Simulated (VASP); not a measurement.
# Blue phosphorene and its bilayer, part 2 of 8

What are the lattice, gap and band positions of blue phosphorene, and what does a second sheet change?

VASP 6.6.1; r2SCAN with rVV10; plane waves and PAW (P).

So far: Starting point; Relaxing the monolayer.

## (2) Relaxing the monolayer (continued)

The steps of the relaxation:

```
step  energy less that of the first step (eV)  largest force (eV/Å)  pressure (GPa)  volume (Å³)
   1                                   0.0000                0.4121           -0.39       204.98
   2                                  -0.0055                0.2294            0.20       201.19
   3                                  -0.0074                0.0076           -0.01       202.45
```

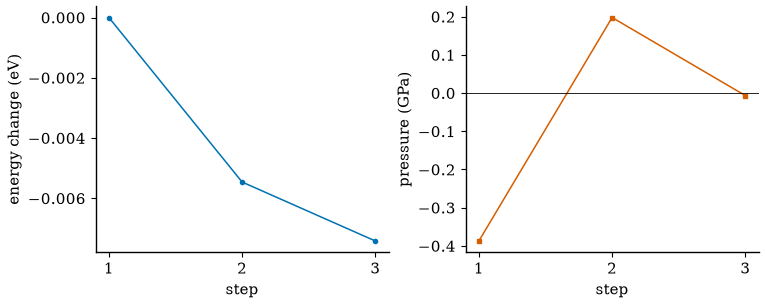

Energy and pressure along the relaxation.

```
cell as run  before  after  change
      a (Å)   3.280  3.260  -0.6 %
      b (Å)   3.280  3.260  -0.6 %
```

The atoms that moved most (Å, along periodic axes as changes of fractional coordinates times the final cell, across vacuum about the mean position):

```
atom     dx     dy      dz  length
  P1  0.000  0.000   0.011   0.011
  P2  0.000  0.000  -0.011   0.011
```

The relaxed structure:

```cif
data_structure
_symmetry_space_group_name_H-M 'P 1'
_symmetry_Int_Tables_number 1
_cell_length_a 3.2598
_cell_length_b 3.2598
_cell_length_c 22.0000
_cell_angle_alpha 90.000
_cell_angle_beta 90.000
_cell_angle_gamma 120.000
_cell_volume 202.45
loop_
_atom_site_label
_atom_site_type_symbol
_atom_site_fract_x
_atom_site_fract_y
_atom_site_fract_z
_atom_site_occupancy
P1 P 0.33333 0.66667 0.47230 1
P2 P 0.66667 0.33333 0.52770 1
```

This step gave:

```
electronic cycles              : 37
electrons                      : 10
free energy (TOTEN)            : -17.55 eV
Fermi energy                   : -4.124 eV
metallic                       : no
dipole moment                  : 0, 0, 0 e·Å
gap on the k-mesh              : 2.189 eV
least direct gap on the k-mesh : 2.449 eV
```

The run ended after 3 ionic steps, 0.007 eV below its first step, once forces and stress met EDIFFG = -0.015.

## (3) A second relaxation

The plane waves were chosen for the start cell, so the relaxation is repeated from its end.

The input, INCAR:

```
SYSTEM = P
PREC = Normal
ENCUT = 350
EDIFF = 1E-06
NELM = 120
ISMEAR = 0
SIGMA = 0.03
LREAL = .FALSE.
ALGO = Normal
METAGGA = R2SCAN
LUSE_VDW = .TRUE.
IVDW_NL = 2
BPARAM = 11.95
CPARAM = 0.0093
LASPH = .TRUE.
NBANDS = 11
LORBIT = 11
LWAVE = .FALSE.
LCHARG = .FALSE.
KPAR = 4
IBRION = 2
NSW = 30
ISIF = 3
EDIFFG = -0.015
POTIM = 0.4
IDIPOL = 3
LDIPOL = .TRUE.
DIPOL = 0.5 0.5 0.5
LATTICE_CONSTRAINTS = .TRUE. .TRUE. .FALSE.
```

The input, POSCAR:

```
P
1.0
    3.2597576605      0.0000000000      0.0000000000
   -1.6298788303      2.8230329442      0.0000000000
    0.0000000000      0.0000000000     22.0000000000
P
2
Direct
    0.3333333333      0.6666666667      0.4722987934
    0.6666666667      0.3333333333      0.5277012066
```

The input, KPOINTS:

```
Automatic mesh
0
Gamma
12 12 1
0 0 0
```

Potentials, in the order of the species: P (PBE family, release 64).

Command:

```
> mpirun -np 4 vasp_std
```

The log of the run:

```text
[banner, memory and clock lines left out]
running    4 mpi-ranks, on    1 nodes
 distrk:  each k-point on    1 cores,    4 groups
 distr:  one band on    1 cores,    1 groups

 POSCAR found type information on POSCAR P
 POSCAR found :  1 types and       2 ions
 [... a notice as in an earlier step ...]

 [... a notice as in an earlier step ...]

 LDA part: xc-table for (None), standard interpolation
 POSCAR, INCAR and KPOINTS ok, starting setup
 FFT: planning ... GRIDC
 FFT: planning ... GRID_SOFT
 FFT: planning ... GRID
 WAVECAR not read
 entering main loop
       N       E                     dE             d eps       ncg     rms          rms(c)
Total rVV10 correction in eV:      0.2946369    11.6131550
Total rVV10 correction in eV:      0.2946369    11.6131550
Total rVV10 correction in eV:      0.2946369    11.6131550
Total rVV10 correction in eV:      0.2946369    11.6131550
DAV:   1     0.446610203561E+02    0.44661E+02   -0.25864E+03   418   0.445E+02
DAV:   2    -0.149794637065E+02   -0.59640E+02   -0.54130E+02   661   0.102E+02
DAV:   3    -0.194367816864E+02   -0.44573E+01   -0.44447E+01   567   0.351E+01
DAV:   4    -0.194904184521E+02   -0.53637E-01   -0.53604E-01   609   0.464E+00
DAV:   5    -0.194912770521E+02   -0.85860E-03   -0.85858E-03   600   0.482E-01    0.791E+00
Total rVV10 correction in eV:      0.2976493    11.6140690
Total rVV10 correction in eV:      0.2976493    11.6140690
Total rVV10 correction in eV:      0.2976493    11.6140690
Total rVV10 correction in eV:      0.2976493    11.6140690
DAV:   6    -0.175441588735E+02    0.19471E+01   -0.18663E-01   541   0.307E+00    0.526E+00
Total rVV10 correction in eV:      0.3064718    11.6138511
Total rVV10 correction in eV:      0.3064718    11.6138511
Total rVV10 correction in eV:      0.3064718    11.6138511
Total rVV10 correction in eV:      0.3064718    11.6138511
DAV:   7    -0.175471431583E+02   -0.29843E-02   -0.10815E-01   561   0.203E+00    0.659E-01
Total rVV10 correction in eV:      0.3055798    11.6136253
Total rVV10 correction in eV:      0.3055798    11.6136253
Total rVV10 correction in eV:      0.3055798    11.6136253
Total rVV10 correction in eV:      0.3055798    11.6136253
DAV:   8    -0.175455212473E+02    0.16219E-02   -0.61321E-03   506   0.526E-01    0.190E-01
Total rVV10 correction in eV:      0.3059235    11.6136009
Total rVV10 correction in eV:      0.3059235    11.6136009
Total rVV10 correction in eV:      0.3059235    11.6136009
Total rVV10 correction in eV:      0.3059235    11.6136009
DAV:   9    -0.175459904431E+02   -0.46920E-03   -0.41165E-04   621   0.144E-01    0.862E-02
Total rVV10 correction in eV:      0.3059509    11.6135624
Total rVV10 correction in eV:      0.3059509    11.6135624
Total rVV10 correction in eV:      0.3059509    11.6135624
Total rVV10 correction in eV:      0.3059509    11.6135624
DAV:  10    -0.175462394237E+02   -0.24898E-03   -0.19754E-04   521   0.913E-02    0.134E-01
Total rVV10 correction in eV:      0.3064783    11.6135154
Total rVV10 correction in eV:      0.3064783    11.6135154
Total rVV10 correction in eV:      0.3064783    11.6135154
Total rVV10 correction in eV:      0.3064783    11.6135154
DAV:  11    -0.175464634007E+02   -0.22398E-03   -0.16366E-04   504   0.987E-02    0.834E-03
Total rVV10 correction in eV:      0.3065703    11.6134656
Total rVV10 correction in eV:      0.3065703    11.6134656
Total rVV10 correction in eV:      0.3065703    11.6134656
Total rVV10 correction in eV:      0.3065703    11.6134656
DAV:  12    -0.175465506694E+02   -0.87269E-04   -0.12377E-05   613   0.220E-02    0.492E-03
Total rVV10 correction in eV:      0.3067275    11.6133808
Total rVV10 correction in eV:      0.3067275    11.6133808
Total rVV10 correction in eV:      0.3067275    11.6133808
Total rVV10 correction in eV:      0.3067275    11.6133808
DAV:  13    -0.175466722729E+02   -0.12160E-03   -0.22409E-05   538   0.274E-02    0.507E-03
Total rVV10 correction in eV:      0.3068006    11.6132801
Total rVV10 correction in eV:      0.3068006    11.6132801
Total rVV10 correction in eV:      0.3068006    11.6132801
Total rVV10 correction in eV:      0.3068006    11.6132801
DAV:  14    -0.175467670698E+02   -0.94797E-04   -0.85358E-06   611   0.145E-02    0.354E-03
Total rVV10 correction in eV:      0.3068302    11.6132092
Total rVV10 correction in eV:      0.3068302    11.6132092
Total rVV10 correction in eV:      0.3068302    11.6132092
Total rVV10 correction in eV:      0.3068302    11.6132092
DAV:  15    -0.175468210193E+02   -0.53950E-04   -0.43745E-06   598   0.911E-03    0.132E-03
Total rVV10 correction in eV:      0.3068223    11.6131737
Total rVV10 correction in eV:      0.3068223    11.6131737
Total rVV10 correction in eV:      0.3068223    11.6131737
Total rVV10 correction in eV:      0.3068223    11.6131737
DAV:  16    -0.175468403116E+02   -0.19292E-04   -0.17758E-06   612   0.714E-03    0.214E-03
Total rVV10 correction in eV:      0.3068135    11.6131500
Total rVV10 correction in eV:      0.3068135    11.6131500
Total rVV10 correction in eV:      0.3068135    11.6131500
Total rVV10 correction in eV:      0.3068135    11.6131500
DAV:  17    -0.175468484070E+02   -0.80954E-05   -0.76430E-07   572   0.516E-03    0.693E-04
Total rVV10 correction in eV:      0.3068126    11.6131437
Total rVV10 correction in eV:      0.3068126    11.6131437
Total rVV10 correction in eV:      0.3068126    11.6131437
Total rVV10 correction in eV:      0.3068126    11.6131437
DAV:  18    -0.175468498585E+02   -0.14515E-05   -0.13409E-07   546   0.317E-03    0.488E-04
Total rVV10 correction in eV:      0.3068123    11.6131413
Total rVV10 correction in eV:      0.3068123    11.6131413
Total rVV10 correction in eV:      0.3068123    11.6131413
Total rVV10 correction in eV:      0.3068123    11.6131413
DAV:  19    -0.175468496402E+02    0.21832E-06   -0.63844E-08   415   0.227E-03
Total rVV10 correction in eV:      0.3068118    11.6131414
Total rVV10 correction in eV:      0.3068118    11.6131414
Total rVV10 correction in eV:      0.3068118    11.6131414
Total rVV10 correction in eV:      0.3068118    11.6131414
Total rVV10 correction in eV:      0.3068119    11.6131410
Total rVV10 correction in eV:      0.3068119    11.6131410
Total rVV10 correction in eV:      0.3068119    11.6131410
Total rVV10 correction in eV:      0.3068119    11.6131410
   1 F= -.17546850E+02 E0= -.17546850E+02  d E =-.175468E+02
 curvature:   0.00 expect dE= 0.000E+00 dE for cont linesearch  0.000E+00
 trial: gam= 0.00000 g(F)=  0.497E-05 g(S)=  0.550E-05 ort = 0.000E+00 (trialstep = 0.100E+01)
 search vector abs. value=  0.105E-04
 reached required accuracy - stopping structural energy minimisation
```

Wall time 34 s (4 MPI ranks of Intel Xeon 6975P-C (Granite Rapids), shared host); peak memory 1.1 GiB.

OUTCAR, selected parts (step 3):

```text
  LATTYP: Found a hexagonal cell.
 ALAT       =     3.2597576605
 C/A-ratio  =     6.7489679575

The static configuration has the point symmetry D_3d.

 Found     19 irreducible k-points:

   ENCUT  =  350.0 eV  25.72 Ry    5.07 a.u.   4.97  4.97 33.56*2*pi/ulx,y,z

   NELECT =      10.0000    total number of electrons

 dipolmoment           0.000000      0.000000      0.000000 electrons x Angstroem

 E-fermi :  -4.1265

 k-point     1 :       0.0000    0.0000    0.0000
  band No.  band energies     occupation
      1     -19.3038      2.00000
      2     -10.9309      2.00000
      3      -4.6853      2.00000
      4      -4.5240      2.00000
      5      -4.5240      2.00000
      6      -0.0938      0.00000
      7      -0.0938      0.00000
      8       0.0993      0.00000
      9       1.6492      0.00000
     10       2.1323      0.00000
    ...

 k-point     2 :       0.0833    0.0000    0.0000
  band No.  band energies     occupation
      1     -19.1843      2.00000
      2     -10.8474      2.00000
      3      -5.4322      2.00000
      4      -4.7888      2.00000
      5      -4.6164      2.00000
      6      -0.3695      0.00000
      7       0.2559      0.00000
      8       0.9558      0.00000
      9       1.7884      0.00000
     10       2.2541      0.00000
    ...

  Total       -0.0119365     -0.0119365     -0.0047938      0.0000000      0.0000000     -0.0000000
  in kB       -0.0944632     -0.0944632     -0.0379372      0.0000000      0.0000000     -0.0000000
  external PRESSURE =      -0.0756212 kB  Pullay stress =       0.0000000 kB

 POSITION                                       TOTAL-FORCE (eV/Angst)
 -----------------------------------------------------------------------------------
     -0.00000      1.88202     10.39057         0.000000      0.000000     -0.008022
      1.62988      0.94101     11.60943         0.000000     -0.000000      0.008022
 -----------------------------------------------------------------------------------
    total drift:                               -0.000000     -0.000000      0.000000

  FREE ENERGIE OF THE ION-ELECTRON SYSTEM (eV)
  ---------------------------------------------------
  free  energy   TOTEN  =       -17.5468496402 eV

  energy  without entropy=      -17.5468496402  energy(sigma->0) =      -17.54684964

 vacuum level on the upper side and lower side of the slab         2.199         2.199

 total charge
# of ion       s       p       d       tot
------------------------------------------
    1        1.084   1.379   0.000   2.463
    2        1.084   1.379   0.000   2.463
--------------------------------------------------
tot          2.168   2.759   0.000   4.927

[... 6 parts as in an earlier step ...]

[... 6 further parts left out ...]
```

CONTCAR:

```
P
   1.00000000000000
     3.2597576605000000    0.0000000000000000    0.0000000000000000
    -1.6298788303000000    2.8230329441999999    0.0000000000000000
     0.0000000000000000    0.0000000000000000   22.0000000000000000
  P
     2
Direct
     0.3333333332999970    0.6666666667000030    0.4722987934000002
     0.6666666667000030    0.3333333332999970    0.5277012065999998
```

Little changed from the start: no atom moved by 0.005 Å and no cell edge by 0.1 %.

Numbers from this step:

- electronic cycles: 19
- Fermi energy: -4.127 eV

The start already met the threshold, so nothing moved.

(Continued in part 3 of 8.)

[Lines on the potential files, build, host, timing and source positions are cut from VASP's logs without a mark.]

[Logs are printed without paths, hosts, clocks, repeated set-up lines and the standing remarks that a program may print on its own settings, such as how far it seeks lower states.]

[Hosts, paths, dates, database ids (printed as entryN), source tags and the programs' standing remarks are cut or masked in the printed files.]

[Runs that stopped without an error message from VASP are left out.]
